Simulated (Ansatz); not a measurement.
A series of calculations on Si

Part 1: Relaxation

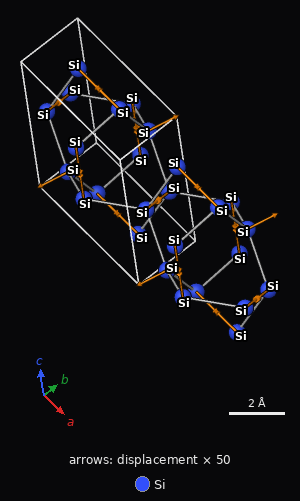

This is a relaxation of solid Si (set up in Ia-3). The starting structure is drawn; orange arrows show the displacements (the part carried along by the change of the cell is left out), magnified 50 times.

The picture is a ball-and-stick view of the cell of the calculation, repeated 2 × 1 × 1 with one cell outlined, seen slightly off an axis.

Level of theory: DFT r2SCAN, scalar-relativistic, plane waves, PAW in Ansatz 0.2.0. (plane-wave cutoff 500 eV; k-point mesh 8 × 8 × 8; occupations gaussian; smearing width 0.1 eV; no spin polarisation; cell and atoms relaxed; force threshold 0.005 eV/Å; at most 80 steps)

Q: What happened in the run?

A: Over 4 accepted moves (5 points after the start) the energy falls by 5.1 meV per atom. Largest force component: 0.21 eV/Å at the start, 0.0004 eV/Å at the end. Pressure: 0.16 GPa at the start and 0.02 GPa at the end. At 1 point the geometry stayed and the basis and grid were re-selected for the new cell (energy shift of less than 0.05 meV per atom at most each time). The largest moves relative to the cell, 0.026 Å, are those of Si atoms. The drawn cell changes as follows: a = b = c 5.735 → 5.757 Å (+0.4 %); the volume changes by +1.2 %. Some distances before and after: Si–Si 2.363 → 2.319 Å, Si–Si 2.377 → 2.394 Å. The space group stays Ia-3 (No. 206). Cost: 54 s on 2 threads of Arm Neoverse V1, with other jobs on the host, peak memory 0.86 GiB.

Part 2: Relaxation

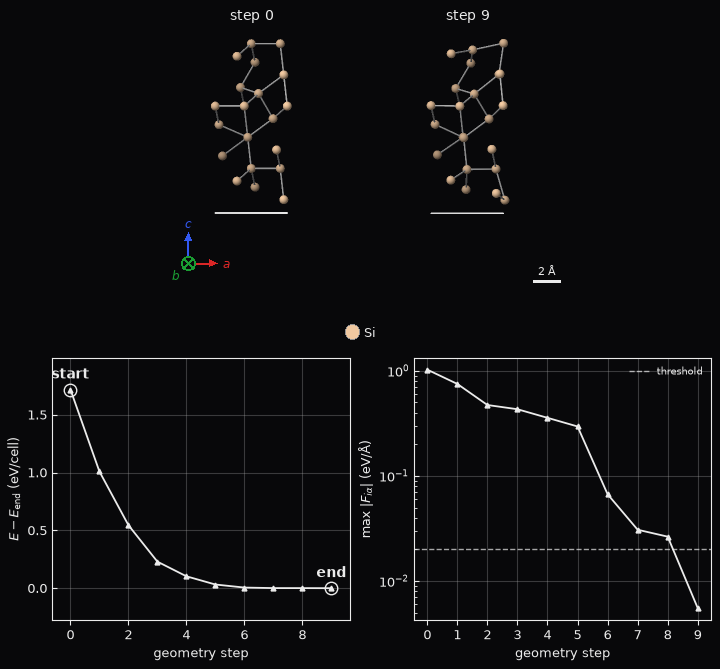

First and last geometry of a relaxation of a slab of composition Si (cut from the Ia-3 phase), with the history of the run. The picture is a ball-and-stick view of the cell of the calculation, outlined in the plane, without the vacuum (origin shifted), seen along the b axis.

Case: (1 1 0) slab, atoms relaxed. The slab is the (1 1 0) face of Si.

The calculation used Ansatz 0.2.0, DFT r2SCAN, scalar-relativistic, plane waves, PAW.

The input:
```yaml
crystal:
  lattice:
    - [5.7566692588, 0.0, 0.0]
    - [-1.9188897529, 5.4274398266, 0.0]
    - [0.0, 0.0, 26.7507519184]
  atoms:
    - { symbol: Si, position: [0.25, 0.9513996517, 0.2803659509] }
    - { symbol: Si, position: [0.25, 0.5486003483, 0.2803659509] }
    - { symbol: Si, position: [0.8506998259, 0.3506998259, 0.3157533277] }
    - { symbol: Si, position: [0.6006998259, 0.6006998259, 0.3328321938] }
    - { symbol: Si, position: [0.2013996517, 0.0, 0.3682195706] }
    - { symbol: Si, position: [0.7986003483, 0.0, 0.3682195706] }
    - { symbol: Si, position: [0.3993001741, 0.3993001741, 0.4036069474] }
    - { symbol: Si, position: [0.1493001741, 0.6493001741, 0.4206858134] }
    - { symbol: Si, position: [0.75, 0.4513996517, 0.4560731902] }
    - { symbol: Si, position: [0.75, 0.0486003483, 0.4560731902] }
    - { symbol: Si, position: [0.3506998259, 0.8506998259, 0.491460567] }
    - { symbol: Si, position: [0.1006998259, 0.1006998259, 0.508539433] }
    - { symbol: Si, position: [0.7013996517, 0.5, 0.5439268098] }
    - { symbol: Si, position: [0.2986003483, 0.5, 0.5439268098] }
    - { symbol: Si, position: [0.8993001741, 0.8993001741, 0.5793141866] }
    - { symbol: Si, position: [0.6493001741, 0.1493001741, 0.5963930526] }
    - { symbol: Si, position: [0.25, 0.9513996517, 0.6317804294] }
    - { symbol: Si, position: [0.25, 0.5486003483, 0.6317804294] }
    - { symbol: Si, position: [0.8506998259, 0.3506998259, 0.6671678062] }
    - { symbol: Si, position: [0.6006998259, 0.6006998259, 0.6842466723] }
    - { symbol: Si, position: [0.2013996517, 0.0, 0.7196340491] }
    - { symbol: Si, position: [0.7986003483, 0.0, 0.7196340491] }
basis:
  ecutwfc: 500
kpoints:
  mp_grid: { grid: [7, 7, 1] }
hamiltonian:
  xc: r2scan
scf:
  occupations: { method: gaussian, width: 0.1 }
output:
  forces: true
  eigenvalues: true
  write_density: true
  write_potential: true
  elf: true
  volumetric_format: npy
relax:
  adjacent_minimum: "off"
  f_tol: 0.02
  max_steps: 60
efield:
  axis: 3
  dipole_correction: true
  ramp_width: 0.04
```

Command:
```bash
ansatz run input.yaml --threads 2 --pin off --max-ram 5120MiB --backend cpu --events-out ev --progress --plain --runs-dir out
```

### What do the curves and the structures tell?

It converged. The largest moves relative to the layer's centre, 0.75 Å, are those of Si2 and Si22. Si22 goes at 51° to the normal (−c side). The cell stays as it was. Among the contacts that change: Si1–Si3 3.583 → 2.712 Å, Si17–Si22 3.583 → 2.804 Å, Si1–Si2 2.319 → 2.395 Å, Si20–Si22 2.394 → 2.469 Å. Among the angles between lasting bonds that change: Si20–Si22–Si21 99.0° → 128.4°, Si17–Si21–Si22 99.0° → 70.9°, Si2–Si3–Si4 117.6° → 100.0°. After 9 geometry steps the energy has fallen by 1.718 eV per cell of the calculation. Largest force component: 1 eV/Å at the start, 0.0055 eV/Å at the end. Cost: 38 min on 2 threads of Arm Neoverse V1, on a shared host, peak memory 3.6 GiB.

```
step  E − E(0), meV/atom  largest force component, eV/Å
   0                0.00                         1.0252
   1              -32.22                         0.7499
   2              -53.32                         0.4727
   3              -67.66                         0.4310
   4              -73.42                         0.3570
   5              -76.65                         0.2954
   6              -77.85                         0.0669
   7              -78.05                         0.0308
   8              -78.06                         0.0264
   9              -78.09                         0.0055
```

Part 3: A change

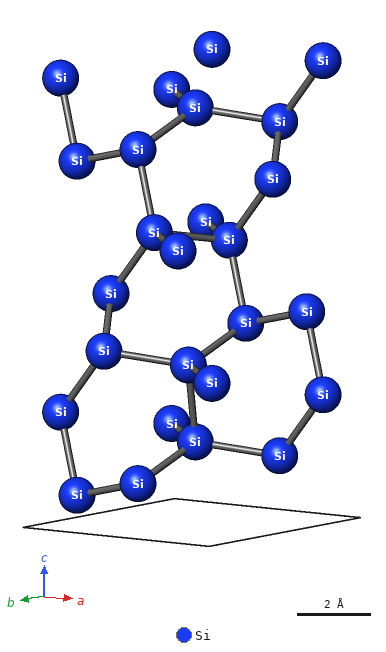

Reference structure: a (1 1 0) slab of Si as cut from the relaxed bulk. The picture is a ball-and-stick view of the cell of the calculation, outlined in the plane, without the vacuum, seen from a free direction.

The calculation used DFT r2SCAN, scalar-relativistic, plane waves, PAW in Ansatz. (plane-wave cutoff 500 eV; occupations gaussian; smearing width 0.1 eV; no spin polarisation) The k-mesh is chosen for each cell (7×7×8, 7×7×1).

Now this is done to it. The atoms of the slab are relaxed at the bulk's in-plane cell.

**What is the effect?**

The surface energy (mean of the two faces) falls from 1.86 to 1.41 J/m². The top spacing, between the Si2 and Si planes, goes from 0.95 to 0.54 Å (−42.8 %), the bottom one (Si2 to Si) from 0.95 to 0.54 Å (−42.8 %). The top plane rumples by 0.51 Å. The cell stays as it was. The largest moves relative to the layer's centre, 0.75 Å, are those of Si atoms. Near-neighbour distances before and after: Si–Si 2.319 → 2.316 to 2.395 Å, Si–Si 2.394 → 2.370 to 2.469 Å.

Drawn alike, the variant:

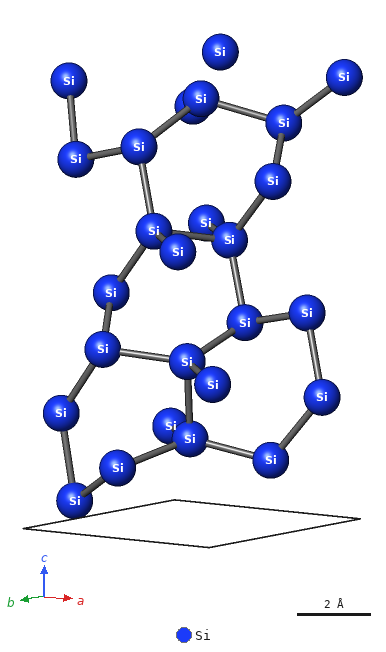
